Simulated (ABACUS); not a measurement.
# Energy of Li along an even scaling of the cell

System: Li (1 atom in the cell).
Method: Kohn-Sham DFT of a periodic cell, BP86, PseudoDojo NC SR 0.4.1 PBE standard, no spin polarisation (ABACUS 3.10.1).

The 7 runs differ only in the geometry, by an even scaling of the cell at fixed fractional positions. The structure derives from an entry of the Crystallography Open Database.

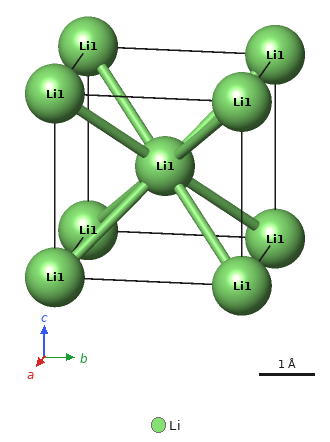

Figure 1. The structure of run 4 (ball-and-stick view of the cell 2 times as large as that of the calculation, set on its symmetry axes, seen slightly off an axis; atoms are numbered from 1 in the order of the input).

### Input file of run 4
```
INPUT_PARAMETERS
suffix              Li
calculation         scf
basis_type          pw
pseudo_dir          ./
symmetry            1
dft_functional      GGA_X_B88+GGA_C_P86
ecutwfc             74
pseudo_rcut         10
nspin               1
nbands              6
ks_solver           dav
smearing_method     fd
smearing_sigma      0.00367493
scf_thr             1e-08
scf_nmax            100
mixing_type         broyden
mixing_beta         0.7
cal_force           1
cal_stress          1
kpar                4
```

### File STRU of run 4
```
ATOMIC_SPECIES
Li 6.9400 Li.upf

LATTICE_CONSTANT
1.8897261246

LATTICE_VECTORS
-1.7546500000 1.7546500000 1.7546500000
1.7546500000 -1.7546500000 1.7546500000
1.7546500000 1.7546500000 -1.7546500000

ATOMIC_POSITIONS
Direct

Li
0.0
1
0.0000000000 0.0000000000 0.0000000000 1 1 1
```

### File KPT of run 4
```
K_POINTS
0
Gamma
9 9 9 0 0 0
```

Command:
```bash
OMP_NUM_THREADS=1 mpirun -np 4 abacus > log
```

Lattice vectors (Å) and fractional positions of run 4:
```
  -1.754650    1.754650    1.754650
   1.754650   -1.754650    1.754650
   1.754650    1.754650   -1.754650
Li  0.000000  0.000000  0.000000
```

Run 5 differs from it as follows:
```diff
--1.7546500000 1.7546500000 1.7546500000
-1.7546500000 -1.7546500000 1.7546500000
-1.7546500000 1.7546500000 -1.7546500000
+-1.7662705373 1.7662705373 1.7662705373
+1.7662705373 -1.7662705373 1.7662705373
+1.7662705373 1.7662705373 -1.7662705373
```

### Results, with one run withheld

| run | volume per atom (Å³) | free energy per atom, from the lowest run given (meV) | pressure (GPa) |
| --- | --- | --- | --- |
| 1 | 20.312 | 0.38 | 0.25 |
| 2 | 20.744 | 0.00 | −0.03 |
| 3 | 21.177 | 0.36 | −0.29 |
| 4 | 21.609 | 1.39 | −0.53 |
| 5 | 22.041 | ? | ? |
| 6 | 22.473 | 5.20 | −0.95 |
| 7 | 22.905 | 7.96 | −1.13 |

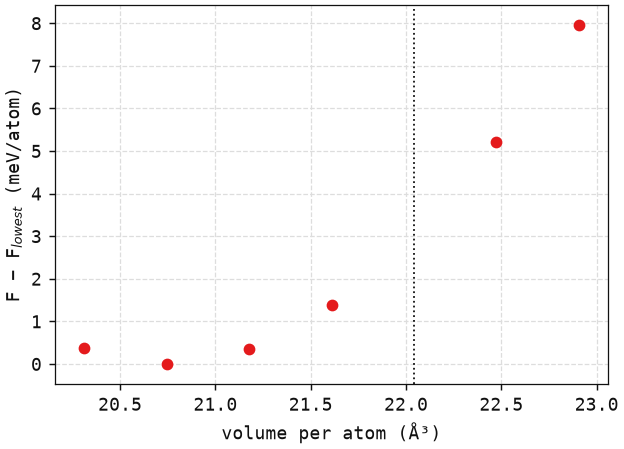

Figure 2. Free energy per atom of the runs given; the dotted line marks run 5.

What should run 5 give?

A cubic polynomial in V^(−2/3) (the Birch–Murnaghan form), fitted to the 6 runs given, misses them by at most 0.01 meV per atom. With x = V^(−2/3) − 0.12931 Å⁻², it reads F = 1.0748 − 682.43 x + 1.1134e+05 x² − 6.1981e+05 x³ (meV per atom). At run 5 it gives 3.01 meV per atom, and the run itself gives 2.99. The slope of the fit gives a pressure −dF/dV of −0.71 GPa there, and the run prints −0.75 GPa. The fit has its minimum at 20.744 Å³ per atom, where V d²F/dV² gives 12.7 GPa: the bulk modulus at this level, since symmetry fixes the shape and the positions.

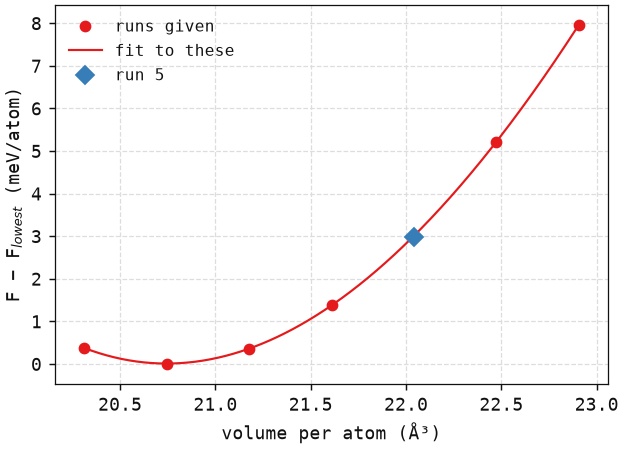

Figure 3. The fit and the withheld run.

### Some lines of the output (run 5)
```
[...]
                          Volume (Bohr^3) = 148.74
                             Volume (A^3) = 22.041
 E_Fermi        0.0533091903         0.7253087445
 E_Fermi        0.0524247101         0.7132747732
 E_Fermi        0.0519916250         0.7073823481
 E_KS(sigma->0) -14.4332074100       -196.3738611917
 E_Fermi        0.0519880139         0.7073332168
 final etot is -196.37641765 eV
 EFERMI = 0.70733321677 eV
 TOTAL-PRESSURE: -7.475570 KBAR
 !FINAL_ETOT_IS -196.3764176531694829 eV
```
